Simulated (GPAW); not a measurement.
# Near-edge structure at the N K edge of wurtzite (GaN)₁₋ₓ(AlN)ₓ at x = 0, part 2 of 2

Aim: the N K edge in wurtzite (GaN)₁₋ₓ(AlN)ₓ at x = 0, one member of a composition series.

GPAW 26.7.0; X-ray absorption from dipole matrix elements to empty bands, plane-wave PAW LDA.

So far. Step 3 (Ground state of the crystal): The mesh shows a gap of 1.92 eV. The excited electron is kept all the same, so that all members of the series, with or without a gap, are treated alike.

## Step 5: Spectrum with XCH, N atom 2

The holes are 5.2 Å apart. In GPAW the data set carries the hole's charge, so charge=0 means a charged cell and charge=-1 a neutral one. The excited electron is kept in the cell, where it fills the lowest empty states and screens the hole. After the field has converged, empty bands are computed with the density fixed and the dipole matrix elements are summed.

The absorber has 4 Ga at 1.95 Å (tetrahedral).

Contents of xas.py:

```python
import numpy as np
from ase import Atoms
from ase.parallel import parprint, paropen
from gpaw import GPAW, PW, FermiDirac, Mixer, MixerDif, setup_paths
from gpaw.test import gen
setup_paths.insert(0, '.')
gen('N', name='fch1s', xcname='LDA', corehole=(1, 0, 1), write_xml=True)
from gpaw.mpi import world
world.barrier()

atoms = Atoms('GaNGaNGaNGaNGaNGaNGaNGaN',
    cell=[[6.378, 0, 0],
     [0, 5.52351, 0],
     [0, 0, 5.185]],
    scaled_positions=[[0, 0.0000033, 0.0001793],
     [0, 0.333329, 0.1236679],
     [0, 0.3333297, 0.500181],
     [0, 0.000004, 0.6237834],
     [0.25, 0.5000032, 0.0001793],
     [0.2500117, 0.8333289, 0.1236679],
     [0.25, 0.8333298, 0.500181],
     [0.2500117, 0.5000041, 0.6237834],
     [0.5, 0.0000032, 0.0001794],
     [0.5, 0.3333289, 0.1236678],
     [0.5, 0.3333298, 0.5001811],
     [0.5, 0.0000041, 0.6237833],
     [0.75, 0.5000032, 0.0001793],
     [0.7499883, 0.8333289, 0.1236679],
     [0.75, 0.8333298, 0.500181],
     [0.7499883, 0.5000041, 0.6237834]],
    pbc=True)
atoms.calc = calc = GPAW(legacy_gpaw=True, mode=PW(500, force_complex_dtype=True), xc='LDA', setups={1: 'fch1s'},
    kpts={'size': (3, 3, 3), 'gamma': True}, occupations=FermiDirac(0.04),
    charge=-1, mixer=Mixer(0.1, 5, 50), maxiter=150,
    convergence={'density': 0.0001, 'eigenstates': 1e-6}, txt='scf.txt')
energy = atoms.get_potential_energy() + calc.get_reference_energy()
ef = calc.get_fermi_level()
out = dict(energy=energy, fermi=ef, forces=atoms.get_forces().tolist())
parprint(f'all-electron energy {energy:.4f} eV, Fermi level {ef:.4f} eV')
ev = np.array([[calc.get_eigenvalues(k, s) for k in range(len(calc.get_ibz_k_points()))] for s in range(calc.get_number_of_spins())])
out['homo'], out['lumo'], out['counts'] = ev[ev < ef].max(), ev[ev > ef].min(), sorted(set((ev < ef).sum((0, 2)).tolist()))
out['filled'] = (ev[:, 0] < ef).sum(1).tolist()

from ase.units import Ha
from gpaw.xas import dipole_matrix_elements
nb = int(calc.get_number_of_electrons() / 2) + 95
top, nb = nb, nb + 8 + nb // 12
nscf = calc.fixed_density(kpts={'size': (4, 4, 5), 'gamma': True}, nbands=nb,
    convergence={'bands': top, 'eigenstates': 5e-3}, maxiter=60, txt='nscf.txt')
cell = atoms.cell.array
ops = [cell.T @ U.T @ np.linalg.inv(cell.T) for U in nscf.wfs.kd.symmetry.op_scc]
filled = [32]  # bands filled in the ground state, by spin
E = np.arange(-6, 30, 0.1)
fwhm = np.interp(E, [4, 25], [0.9, 3.5])
Y, X, zero, highest = 0, 0, 1e9, 1e9
for spin in range(nscf.get_number_of_spins()):
    wfs = nscf.wfs
    mine = wfs.bd.get_slice()  # this rank's bands
    A = dipole_matrix_elements(wfs.setups[1])
    eps = np.zeros((wfs.kd.nibzkpts, nb))
    d = np.zeros((3, A.shape[1], wfs.kd.nibzkpts, nb), complex)
    for kpt in wfs.kpt_u:
        if kpt.s == spin and 1 in kpt.P_ani:
            eps[kpt.k, mine] = kpt.eps_n * Ha
            d[:, :, kpt.k, mine] = (kpt.weight * wfs.nspins / 2) ** 0.5 * np.inner(A, kpt.P_ani[1])
    world.sum(eps)
    world.sum(d)
    T = np.einsum('amkn,bmkn->abkn', d, d.conj()).real
    T = sum(np.einsum('ai,ijkn,bj->abkn', R, T, R) for R in ops) / len(ops)
    empty = np.ones_like(eps, bool) & (np.arange(nb) >= filled[spin])
    zero, highest = min(zero, eps[empty].min()), min(highest, eps[:, top - 1].min())
    lines = [(eps, T, empty)] if spin == 0 else lines + [(eps, T, empty)]
for eps, T, empty in lines:
    f = np.einsum('aakn->akn', T).reshape(3, -1)
    x = eps.ravel() - zero
    w = np.interp(x, E, fwhm) / 2.35482
    g = np.exp(-0.5 * ((E[:, None] - x) / w) ** 2) / (w * (2 * np.pi) ** 0.5)
    Y = Y + (f * empty.ravel()) @ g.T
    X = X + (f * ~empty.ravel()) @ g.T
out.update(E=E.round(2).tolist(), xas=Y.tolist(), xes=X.tolist(), zero=zero, valid=highest - zero, nk=len(eps), nb=nb)
for i in range(0, len(E), 10):
    parprint(f'{E[i]:7.2f}', *(f'{v:10.3e}' for v in Y[:, i]))
import json
with paropen('out.json', 'w') as f:
    json.dump(out, f)
```

Command:

```bash
$ OMP_NUM_THREADS=1 mpirun -n 4 gpaw python xas.py
```

Numbers of over 12 decimals in the logs are rounded to 6 here.

Log:

```text
Input parameters:
  charge: -1
  convergence: {density: 0.0001,
                eigenstates: 1e-06}
  kpts: {gamma: True,
         size: (3, 3, 3)}
  maxiter: 150
  mixer: {backend: pulay,
          beta: 0.1,
          method: separate,
          nmaxold: 5,
          weight: 50}
  mode: {ecut: 500.0,
         force_complex_dtype: True,
         name: pw}
  occupations: {fixmagmom: False,
                name: fermi-dirac,
                width: 0.04}
  setups: {1: fch1s}

Initialize ...

[... PAW data sets ...]

Reference energy: -433814.704124  # eV

Spin-paired calculation

[... convergence settings ...]
Symmetries present (total): 2
  [... symmetry matrices ...]

27 k-points: 3 x 3 x 3 Monkhorst-Pack grid
10 k-points in the irreducible part of the Brillouin zone
       k-points in crystal coordinates                weights
   0:     0.00000000    0.00000000    0.00000000          1/27
   1:     0.00000000    0.00000000    0.33333333          2/27
   2:     0.00000000    0.33333333   -0.33333333          2/27
   3:     0.00000000    0.33333333    0.00000000          2/27
   4:     0.00000000    0.33333333    0.33333333          2/27
   5:     0.33333333    0.00000000    0.00000000          2/27
   6:     0.33333333    0.00000000    0.33333333          4/27
   7:     0.33333333    0.33333333   -0.33333333          4/27
   8:     0.33333333    0.33333333    0.00000000          4/27
   9:     0.33333333    0.33333333    0.33333333          4/27

Wave functions: Plane wave expansion
  Cutoff energy: 500.000 eV
  Number of coefficients (min, max): 4608, 4664
  Pulay-stress correction: 0.000000 eV/Ang^3 (de/decut=0.000000)
  Using FFTW library
  Wavefunction extrapolation:
    Improved wavefunction reuse through dual PAW basis

Occupation numbers: Fermi-Dirac:
  width: 0.0400  # eV

Eigensolver
   Davidson(niter=2)

Densities:
  Coarse grid: 35*30*27 grid
  Fine grid: 70*60*54 grid
  Total Charge: 0.000000

Density mixing:
  Method: separate
  Backend: pulay
  Linear mixing parameter: 0.1
  old densities: 5
  Width of damping distribution: 1.1
  Damping of long wavelength oscillations: 50

[... Hamiltonian set-up ...]
Number of atoms: 16
Number of atomic orbitals: 64
Number of bands in calculation: 43
Number of valence electrons: 65
Bands to converge: occupied

... initialized

Initializing position-dependent things.

Density initialized from atomic densities
Creating initial wave functions:
  43 bands from LCAO basis set

Positions:
   0 Ga     0.000000    0.000018    0.000930    ( 0.0000,  0.0000,  0.0000)
   1 N      0.000000    1.841146    0.641218    ( 0.0000,  0.0000,  0.0000)
   2 Ga     0.000000    1.841150    2.593438    ( 0.0000,  0.0000,  0.0000)
   3 N      0.000000    0.000022    3.234317    ( 0.0000,  0.0000,  0.0000)
   4 Ga     1.594500    2.761773    0.000930    ( 0.0000,  0.0000,  0.0000)
   5 N      1.594575    4.602901    0.641218    ( 0.0000,  0.0000,  0.0000)
   6 Ga     1.594500    4.602905    2.593438    ( 0.0000,  0.0000,  0.0000)
[...]
13 N      4.783425    4.602901    0.641218    ( 0.0000,  0.0000,  0.0000)
  14 Ga     4.783500    4.602905    2.593438    ( 0.0000,  0.0000,  0.0000)
  15 N      4.783425    2.761778    3.234317    ( 0.0000,  0.0000,  0.0000)

Unit cell:
           periodic     x           y           z      points  spacing
  1. axis:    yes    6.378000    0.000000    0.000000    35     0.1822
  2. axis:    yes    0.000000    5.523510    0.000000    30     0.1841
  3. axis:    yes    0.000000    0.000000    5.185000    27     0.1920

  Lengths:   6.378000   5.523510   5.185000
  Angles:   90.000000  90.000000  90.000000

Effective grid spacing dv^(1/3) = 0.1861

iter:   1  -137.973330
iter:   2  -129.681881   -1.03  -0.61
iter:   3  -120.397998   -0.24  -0.70
iter:   4  -120.215804   -1.75  -1.11
iter:   5  -120.322105   -1.60  -1.18
iter:   6  -120.146293   -1.20  -1.54
iter:   7  -119.861104   -1.62  -1.58
iter:   8  -119.843035   -3.12  -2.27
iter:   9  -119.845065c  -3.21  -2.52
iter:  10  -119.840322c  -3.65  -2.40
iter:  11  -119.840495c  -3.84  -2.87
iter:  12  -119.840072c  -4.43  -2.94
iter:  13  -119.840045c  -5.92  -3.21
iter:  14  -119.840010c  -5.58  -3.25
iter:  15  -119.840021c  -5.69  -3.40
iter:  16  -119.839993c  -5.54  -3.46
iter:  17  -119.839991c  -6.36c -3.77
iter:  18  -119.839986c  -6.21c -3.89
iter:  19  -119.839986c  -7.17c -4.32c

Converged after 19 iterations.

Dipole moment: (-0.000000, 4.643470, -5.990723) |e|*Ang

Energy contributions relative to reference atoms: (reference = -433814.704124)

Kinetic:       +260.577189
Potential:     -228.400318
External:        +0.000000
XC:            -151.895296
Entropy (-ST):   -0.017741
Local:           -0.112690
SIC:             +0.000000
--------------------------
Free energy:   -119.848856
Extrapolated:  -119.839986

Showing only first 2 kpts
 Kpt  Band  Eigenvalues  Occupancy
  0    30      5.99061    2.00000
  0    31      6.03423    2.00000
  0    32      7.71716    2.00000
  0    33     10.12284    0.00210

  1    30      5.77419    2.00000
  1    31      5.79346    2.00000
  1    32      9.28208    2.00000
[...]
Fermi level: 9.84856

No gap
No difference between direct/indirect transitions

Forces in eV/Ang:
  0 Ga    0.00000   -1.18284   -0.36626
  1 N     0.00000   -0.06109    0.06805
  2 Ga    0.00000   -0.00292    1.19724
  3 N     0.00000    0.27959   -0.09438
  4 Ga    1.08111    0.57839   -0.38447
  5 N    -0.25517    0.04108   -0.01234
  6 Ga    0.18573    0.07017    0.09589
[...]
13 N     0.25517    0.04108   -0.01234
 14 Ga   -0.18573    0.07017    0.09589
 15 N     0.22552   -0.08519   -0.08285
Scalar-relativistic atomic LDA calculation for N (Nitrogen, Z=7)
Core hole in 1s state (1s occupation: 1.0)
300 radial gridpoints.
|------------------------------------------------|
|------------------------------------------------|
[... the atom generator's iteration count ...]

Energy contributions:
-------------------------
Kinetic:      +38.530757
XC:            -4.452581
Potential:    -72.816894
-------------------------
Total:        -38.738717

state      eigenvalue         ekin         rmax
-----------------------------------------------
1s^1.0 :   -16.643762    23.347388        0.145
2s^2.0 :    -1.332146     3.154276        0.915
2p^3.0 :    -0.925852     2.958273        0.782
-----------------------------------------------
(units: Bohr and Hartree)

Generating PAW setup
Kinetic energy of the core from tauc = 23.362075
Cutoffs:
rc(s)=1.140
rc(p)=1.000
rc(d)=1.090
rc(vbar)=1.120
rc(comp)=1.090
rc(nct)=1.140

Kinetic energy of the core states: 23.347388
Charge: 1.0
Core electrons: 1.0
Valence electrons: 5.0
Pseudo-core charge: 0.003881
Shape function alpha=8.417
Pseudo-electron charge 4.904142
state    eigenvalue         norm
--------------------------------
2s(2) :    -1.332146     1.098259
*s    :    -0.332146
2p(3) :    -0.925852     0.901248
*p    :     0.074148
*d    :     0.000000
--------------------------------

Diagonalizing with gridspacing h=0.050

state   all-electron     PAW
-------------------------------
2s:      -1.332146    -1.333594
2p:      -0.925852    -0.929974
*d:                   -0.063788
*f:                   -0.013854
-------------------------------
all-electron energy -433934.5441 eV, Fermi level 9.8486 eV
[...]
27.00  9.410e-05  9.414e-05  8.706e-05
  28.00  9.693e-05  9.593e-05  7.271e-05
  29.00  8.711e-05  8.669e-05  5.480e-05
```

The job ended after 93 s (4 MPI ranks of Arm Neoverse V2, shared host; peak memory 0.41 GiB; 6.2 min of CPU time).

The N K spectrum, N atom 2, excited-electron core hole (neutral cell) (energy from the bottom of the conduction band, which holds the excited electron; intensity scaled to a mean of 1 over the first 20 eV; polarised curves are means over the symmetry-equivalent atoms):

```tsv
E (eV)	isotropic	ε ⊥ c	ε ∥ c
-2.0	0.00	0.00	0.00
-0.5	0.00	0.00	0.00
1.0	0.08	0.09	0.06
2.5	1.06	1.05	1.06
4.0	2.45	2.37	2.60
5.5	3.08	3.39	2.46
7.0	1.37	1.16	1.78
8.5	1.01	0.90	1.22
10.0	0.81	0.99	0.45
11.5	0.79	0.93	0.51
13.0	0.46	0.39	0.62
14.5	0.33	0.25	0.47
16.0	0.44	0.40	0.51
17.5	0.54	0.49	0.65
19.0	0.71	0.70	0.74
20.5	0.85	0.91	0.73
22.0	1.01	1.06	0.90
23.5	0.89	0.86	0.94
25.0	0.70	0.65	0.80
```

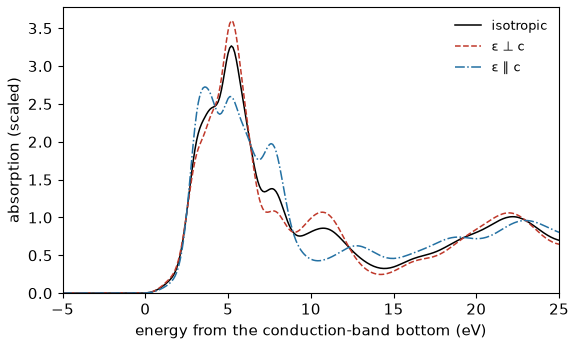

The N K edge, N atom 2, excited-electron core hole (neutral cell): main maxima at 5.2, 10.8 and 22.2 eV.

Main maxima below 24 eV (height): 5.2 eV (3.27), 10.8 eV (0.86) and 22.2 eV (1.01). A K edge sees empty p states on the absorber.

The total-energy difference is 402.97 eV. One term is added: -7.76 eV, since the hole is spin-paired here and a spin-polarised one costs that much less in the free atom (computed apart). The photon energy is then 395.21 eV. The functional leaves an error in such absolute values: in the free atom LDA prices this hole 3.5 eV below PBE (computed apart), and PBE is itself good to a few eV.

## Step 6: Reference energy of the cell

The absorbing element, whose data set is made anew, changes for the next run, so it gets a reference energy of its own.

Contents of scf.py:

```python
import numpy as np
from ase import Atoms
from ase.parallel import parprint, paropen
from gpaw import GPAW, PW, FermiDirac, Mixer, MixerDif, setup_paths
from gpaw.test import gen
setup_paths.insert(0, '.')
gen('Ga', name='nch1s', xcname='LDA', corehole=(1, 0, 0), write_xml=True)
from gpaw.mpi import world
world.barrier()

atoms = Atoms('GaNGaNGaNGaNGaNGaNGaNGaN',
    cell=[[6.378, 0, 0],
     [0, 5.52351, 0],
     [0, 0, 5.185]],
    scaled_positions=[[0, 0.0000033, 0.0001793],
     [0, 0.333329, 0.1236679],
     [0, 0.3333297, 0.500181],
     [0, 0.000004, 0.6237834],
     [0.25, 0.5000032, 0.0001793],
     [0.2500117, 0.8333289, 0.1236679],
     [0.25, 0.8333298, 0.500181],
     [0.2500117, 0.5000041, 0.6237834],
     [0.5, 0.0000032, 0.0001794],
     [0.5, 0.3333289, 0.1236678],
     [0.5, 0.3333298, 0.5001811],
     [0.5, 0.0000041, 0.6237833],
     [0.75, 0.5000032, 0.0001793],
     [0.7499883, 0.8333289, 0.1236679],
     [0.75, 0.8333298, 0.500181],
     [0.7499883, 0.5000041, 0.6237834]],
    pbc=True)
atoms.calc = calc = GPAW(legacy_gpaw=True, mode=PW(500, force_complex_dtype=True), xc='LDA', setups={0: 'nch1s'},
    kpts={'size': (3, 3, 3), 'gamma': True}, occupations=FermiDirac(0.02),
    charge=0, mixer=Mixer(0.1, 5, 50), maxiter=150,
    convergence={'density': 0.0001, 'eigenstates': 1e-6}, txt='scf.txt')
energy = atoms.get_potential_energy() + calc.get_reference_energy()
ef = calc.get_fermi_level()
out = dict(energy=energy, fermi=ef, forces=atoms.get_forces().tolist())
parprint(f'all-electron energy {energy:.4f} eV, Fermi level {ef:.4f} eV')
ev = np.array([[calc.get_eigenvalues(k, s) for k in range(len(calc.get_ibz_k_points()))] for s in range(calc.get_number_of_spins())])
out['homo'], out['lumo'], out['counts'] = ev[ev < ef].max(), ev[ev > ef].min(), sorted(set((ev < ef).sum((0, 2)).tolist()))
out['filled'] = (ev[:, 0] < ef).sum(1).tolist()
import json
with paropen('out.json', 'w') as f:
    json.dump(out, f)
```

Command:

```bash
$ OMP_NUM_THREADS=1 mpirun -n 4 gpaw python scf.py
```

Log:

```text
Input parameters:
  convergence: {density: 0.0001,
                eigenstates: 1e-06}
  kpts: {gamma: True,
         size: (3, 3, 3)}
  maxiter: 150
  mixer: {backend: pulay,
          beta: 0.1,
          method: separate,
          nmaxold: 5,
          weight: 50}
  mode: {ecut: 500.0,
         force_complex_dtype: True,
         name: pw}
  occupations: {fixmagmom: False,
                name: fermi-dirac,
[...]
4s(2) :    -0.336865     1.140380
*s    :     0.663135
4p(1) :    -0.100461     1.012264
*p    :     0.899539
*d    :     0.000000
--------------------------------

Diagonalizing with gridspacing h=0.050

state   all-electron     PAW
-------------------------------
4s:      -0.336865    -0.337024
4p:      -0.100461    -0.100552
*d:                    0.030615
*f:                    0.065359
-------------------------------
all-electron energy -434337.5120 eV, Fermi level 6.7876 eV
[key lines of the parts left out:]
Converged after 15 iterations.
Dipole moment: (-0.000000, 4.737156, -5.932543) |e|*Ang
Free energy:   -106.067599
Fermi level: 6.78759
```

Run time: 15 s. Hardware: 4 MPI ranks; peak memory 0.23 GiB.

Reference energy: -434337.512 eV with the cores included.

## Step 7: Spectrum with XCH, Ga atom 1

The holes are 5.2 Å apart. The excited electron is kept in the cell, where it fills the lowest empty states and screens the hole. After the field has converged, empty bands are computed with the density fixed and the dipole matrix elements are summed.

The absorber has 4 N at 1.95 Å (tetrahedral).

Edit xas.py of step 5 so:

```diff
@@ -6,3 +6,3 @@
 setup_paths.insert(0, '.')
-gen('N', name='fch1s', xcname='LDA', corehole=(1, 0, 1), write_xml=True)
+gen('Ga', name='fch1s', xcname='LDA', corehole=(1, 0, 1), write_xml=True)
 from gpaw.mpi import world
@@ -31,3 +31,3 @@
     pbc=True)
-atoms.calc = calc = GPAW(legacy_gpaw=True, mode=PW(500, force_complex_dtype=True), xc='LDA', setups={1: 'fch1s'},
+atoms.calc = calc = GPAW(legacy_gpaw=True, mode=PW(500, force_complex_dtype=True), xc='LDA', setups={0: 'fch1s'},
     kpts={'size': (3, 3, 3), 'gamma': True}, occupations=FermiDirac(0.04),
@@ -53,3 +53,3 @@
 E = np.arange(-6, 30, 0.1)
-fwhm = np.interp(E, [4, 25], [0.9, 3.5])
+fwhm = np.interp(E, [4, 25], [1.82, 3.5])
 Y, X, zero, highest = 0, 0, 1e9, 1e9
@@ -58,3 +58,3 @@
     mine = wfs.bd.get_slice()  # this rank's bands
-    A = dipole_matrix_elements(wfs.setups[1])
+    A = dipole_matrix_elements(wfs.setups[0])
     eps = np.zeros((wfs.kd.nibzkpts, nb))
@@ -62,5 +62,5 @@
     for kpt in wfs.kpt_u:
-        if kpt.s == spin and 1 in kpt.P_ani:
+        if kpt.s == spin and 0 in kpt.P_ani:
             eps[kpt.k, mine] = kpt.eps_n * Ha
-            d[:, :, kpt.k, mine] = (kpt.weight * wfs.nspins / 2) ** 0.5 * np.inner(A, kpt.P_ani[1])
+            d[:, :, kpt.k, mine] = (kpt.weight * wfs.nspins / 2) ** 0.5 * np.inner(A, kpt.P_ani[0])
     world.sum(eps)
```

Command:

```bash
$ OMP_NUM_THREADS=1 mpirun -n 4 gpaw python xas.py
```

Log:

```text
Input parameters:
  charge: -1
  convergence: {density: 0.0001,
                eigenstates: 1e-06}
  kpts: {gamma: True,
         size: (3, 3, 3)}
  maxiter: 150
  mixer: {backend: pulay,
          beta: 0.1,
          method: separate,
          nmaxold: 5,
          weight: 50}
  mode: {ecut: 500.0,
         force_complex_dtype: True,
         name: pw}
  occupations: {fixmagmom: False,
[...]
*p    :     0.576803
*d    :     0.000000
--------------------------------

Diagonalizing with gridspacing h=0.050

state   all-electron     PAW
-------------------------------
4s:      -0.729245    -0.729478
4p:      -0.423197    -0.423398
*d:                   -0.111370
*f:                   -0.021469
-------------------------------
all-electron energy -423955.0791 eV, Fermi level 9.9802 eV
[...]
28.00  1.296e-07  1.301e-07  1.252e-07
  29.00  1.221e-07  1.224e-07  9.687e-08
[key lines of the parts left out:]
Converged after 16 iterations.
Dipole moment: (-0.000000, 4.753268, -6.017535) |e|*Ang
Free energy:   -113.208323
Fermi level: 9.98018
```

Elapsed: 92 s, on 4 MPI ranks; peak memory 0.41 GiB.

The Ga K spectrum, Ga atom 1, excited-electron core hole (neutral cell) (energy from the bottom of the conduction band, which holds the excited electron; intensity scaled to a mean of 1 over the first 20 eV; polarised curves are means over the symmetry-equivalent atoms):

```tsv
E (eV)	isotropic	ε ⊥ c	ε ∥ c
-2.0	0.00	0.00	0.00
-0.5	0.00	0.00	0.00
1.0	0.08	0.08	0.08
2.5	0.80	0.83	0.74
4.0	1.10	1.07	1.16
5.5	1.23	1.00	1.67
7.0	1.86	1.84	1.90
8.5	1.84	2.23	1.06
10.0	1.16	1.26	0.96
11.5	0.97	0.87	1.18
13.0	0.66	0.57	0.83
14.5	0.59	0.51	0.74
16.0	0.77	0.68	0.96
17.5	0.99	0.91	1.15
19.0	1.06	1.10	0.98
20.5	0.93	1.04	0.71
22.0	0.83	0.91	0.67
23.5	0.75	0.77	0.71
25.0	0.77	0.71	0.90
```

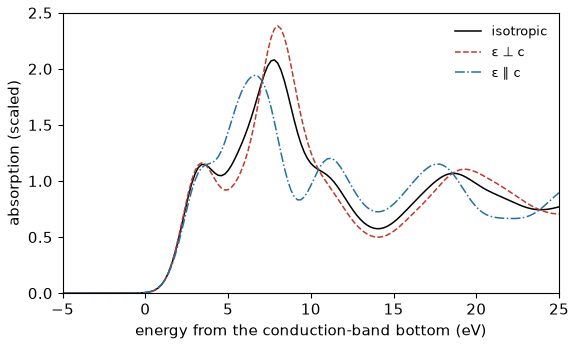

The Ga K edge, Ga atom 1, excited-electron core hole (neutral cell): main maxima at 3.6, 7.8 and 18.6 eV.

Main maxima below 24 eV (height): 3.6 eV (1.15), 7.8 eV (2.08) and 18.6 eV (1.07). 

The energy difference (zero at 10382 eV) isn't read as a photon energy: for so heavy an absorber the terms left out (the hole's spin, the functional's error) amount to tens of eV or more.

## Step 8: Results

```
absorber and edge                               : N K, atom 2 of the ground-state input (counted from 1)
surroundings                                    : 4 Ga at 1.95 Å (tetrahedral)
highest intensity below 16 eV                   : 5.2 eV above the zero, height 3.27
photon energy of the zero, with the added terms : 395.2 eV (raw 403.0 eV; LDA puts this hole about 4 eV below PBE, itself good to a few eV)
```

The N K edge of atom 2, with 4 Ga at 1.95 Å (tetrahedral), has its highest intensity of the first 16 eV at 5.2 eV above the zero, near 400 eV in photon energy (LDA puts this hole about 4 eV below PBE, itself good to a few eV), 3.3 times the mean level of the first 20 eV (Gaussian full width 0.9 eV up to 4 eV, rising linearly to 3.5 eV at 25 eV). At the N K edge of atom 2 polarisation matters most near 5.3 eV, where the curves differ by 1.0 on this scale. The holes are only 5.2 Å apart, so the shape is probably not converged with cell size; no larger cell was run here. The mesh is coarse (0.28 Å⁻¹ between points), so small maxima may be mesh ripples.

[Banner, clock and machine lines of the logs are left out without a mark of their own.]

[Logs are printed without paths, hosts, clocks, repeated set-up lines and the standing remarks that a program may print on its own settings, such as how far it seeks lower states.]

[Hosts, paths, dates, database ids (printed as entryN), source tags and the programs' standing remarks are cut or masked in the printed files.]

[Lists of maxima count a maximum above −3 eV only where it reaches 4 % of the highest in the window and stands out from its surroundings by 2 % of it (1.5 % where it reaches 55 %); shoulders and weaker maxima are passed over, and of the rest the first, up to two pre-edge ones and the few strongest are named.]
